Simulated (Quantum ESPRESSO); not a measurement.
# ZrSe2: 7 runs along one coordinate

System: ZrSe2 (P-3m1, 3 atoms in the cell).
Method: Kohn-Sham DFT of a periodic cell, PBEsol, PseudoDojo 0.4.1 SR PBEsol standard, no spin polarisation (Quantum ESPRESSO 7.5).

The 7 runs differ only in the geometry, by an even scaling of the cell at fixed fractional positions. The structure derives from an entry of the Crystallography Open Database.

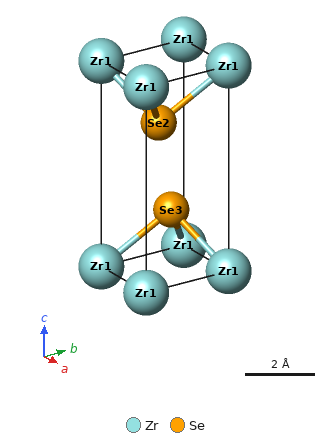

Figure 1. The structure of run 4 (ball-and-stick view of the cell of the calculation, seen slightly off an axis; atoms are numbered from 1 in the order of the input).

## Input of run 4
```
&CONTROL
  calculation = 'scf'
  prefix = 'pwscf'
  outdir = './tmp'
  pseudo_dir = './pseudo'
  tprnfor = .true.
  tstress = .true.
  disk_io = 'nowf'
/
&SYSTEM
  ibrav = 0
  nat = 3
  ntyp = 2
  ecutwfc = 86
  nbnd = 31
  occupations = 'smearing'
  smearing = 'fd'
  degauss = 0.00367493
/
&ELECTRONS
  conv_thr = 6d-10
  electron_maxstep = 120
  mixing_beta = 0.5
/
ATOMIC_SPECIES
Zr    91.2240 Zr.upf
Se    78.9710 Se.upf
CELL_PARAMETERS angstrom
   3.7980000000    0.0000000000    0.0000000000
  -1.8990000000    3.2891644836    0.0000000000
   0.0000000000    0.0000000000    6.1920000000
ATOMIC_POSITIONS crystal
Zr     0.0000000000    0.0000000000    0.0000000000
Se     0.6666666667    0.3333333333    0.7500000000
Se     0.3333333333    0.6666666667    0.2500000000
K_POINTS automatic
8 8 5 0 0 0
```

Command:
```bash
OMP_NUM_THREADS=1 pw.x -in pw.in > pw.out
```

Run 2 differs from it as follows:
```diff
-   3.7980000000    0.0000000000    0.0000000000
-  -1.8990000000    3.2891644836    0.0000000000
-   0.0000000000    0.0000000000    6.1920000000
+   3.7466693833    0.0000000000    0.0000000000
+  -1.8733346917    3.2447108656    0.0000000000
+   0.0000000000    0.0000000000    6.1083140657
```

## Results, with one run withheld

```tsv
run	volume per atom (Å³)	free energy per atom, from the lowest run given (meV)	pressure (GPa)	gap on the mesh (eV)
1	24.237	14.55	4.20	0.28
2	24.753	?	?	?
3	25.268	0.00	0.43	0.33
4	25.784	1.23	−1.18	0.35
5	26.300	7.39	−2.64	0.38
6	26.815	17.99	−3.95	0.40
7	27.331	32.61	−5.13	0.42
```

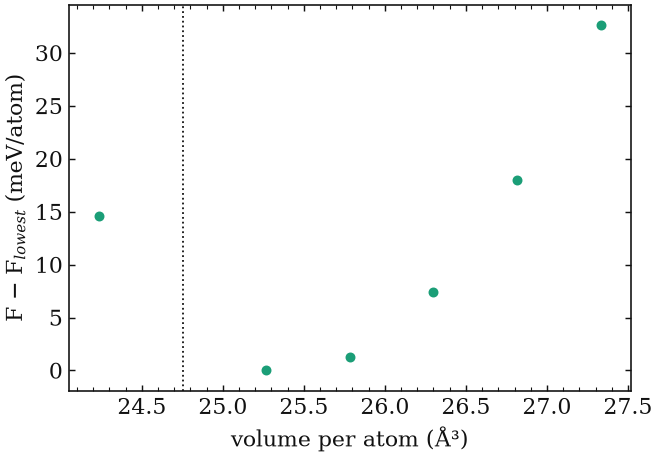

Figure 2. Free energy per atom of the runs given; the dotted line marks run 2.

Fit the runs given and predict run 2.

A cubic polynomial in V^(−2/3) (the Birch–Murnaghan form), fitted to the 6 runs given, misses them by under 0.01 meV per atom. With x = V^(−2/3) − 0.11417 Å⁻², it reads F = 2.4169 − 3356.4 x + 1.0817e+06 x² + 5.4601e+05 x³ (meV per atom). At run 2 it gives 4.23 meV per atom, and the run itself gives 4.24. The slope of the fit gives a pressure −dF/dV of 2.23 GPa there, and the run prints 2.22 GPa. The fit has its minimum at 25.403 Å³ per atom, where V d²F/dV² gives 81.4 GPa. Cell shape and fractional positions are held, so this is the stiffness under even scaling; the relaxed bulk modulus wasn't computed and can be far lower in a crystal of layers, chains or molecules like this one. The gap on the mesh goes, without turning, from 0.28 eV in run 1 to 0.42 eV in run 7; run 2 has 0.31 eV. These are gaps of this functional on this mesh, which can miss the band edges; they aren't the measured gap.

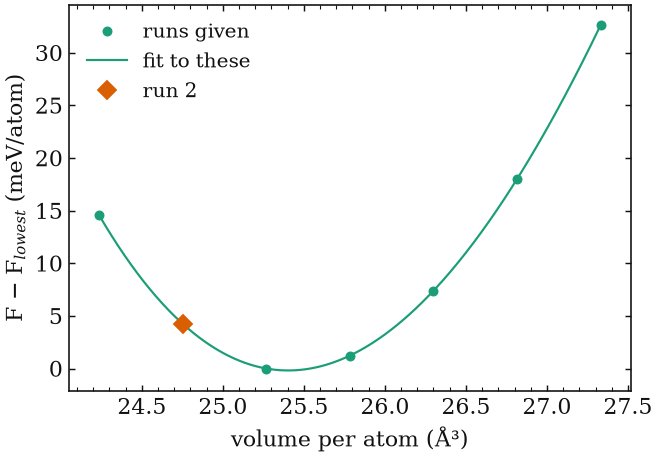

Figure 3. The fit and the withheld run.

## Some lines of the output (run 2)
```
[...]
     number of k points=    40  Fermi-Dirac smearing, width (Ry)=  0.0037
     total energy              =    -585.90648078 Ry
     total energy              =    -585.92000533 Ry
     total energy              =    -585.92241355 Ry
     total energy              =    -585.92453952 Ry
     total energy              =    -585.92457808 Ry
     total energy              =    -585.92458157 Ry
     total energy              =    -585.92458197 Ry
     total energy              =    -585.92458200 Ry
     the Fermi energy is     9.7322 ev
!    total energy              =    -585.92458200 Ry
     The total energy is F=E-TS. E is the sum of the following terms:
     Computing stress (Cartesian axis) and pressure
          total   stress  (Ry/bohr**3)                   (kbar)     P=       22.19
```
